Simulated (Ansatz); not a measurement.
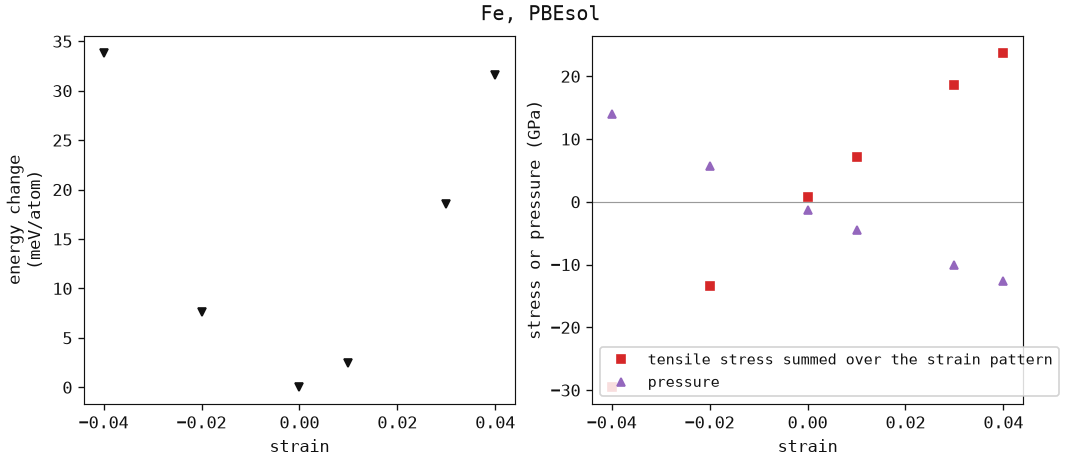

The picture above shows the energy change, tensile stress summed over the strain pattern and pressure against strain for Fe, space group P6_3/mmc (No. 194).

The given structure:
```
CELL_PARAMETERS angstrom
2.43416 0.00000 0.00000
-1.21708 2.10804 0.00000
0.00000 0.00000 3.84193
ATOMIC_POSITIONS crystal
Fe 0.33333 0.66667 0.25000
Fe 0.66667 0.33333 0.75000
```

Calculation (Ansatz 0.2.0): homogeneous strain of a crystal along one Voigt pattern with engineering shear, fractional coordinates fixed, by plane-wave density functional theory with PAW datasets, free energies less that of the undisturbed cell, pressure positive in compression; scalar-relativistic. Level: PBEsol, no spin polarisation.

wave cutoff 420 eV; k mesh 24×24×12; occupations Gaussian; smearing width 0.15 eV; k shift (0, 0, 0) (mesh steps); start as given; strain pattern (0, 0, 1, 0, 0, 0) (xx yy zz yz xz xy with engineering shear).

> Does the undistorted structure sit at the bottom of the curve?

Yes: the energy rises on both sides of the starting structure, which is therefore a minimum along this path.

> What does the tensile stress summed over the strain pattern do across the range?

It rises from −29.5 GPa at strain −0.04 to 23.8 GPa at 0.04, and changes sign near 0.00.

> What does the pressure do across the range?

It falls from 14.0 GPa at strain −0.04 to −12.6 GPa at 0.04, and changes sign near 0.00.

Limits of the calculation: no spin polarisation, a magnetic state may lie lower; reference crystal is not relaxed.
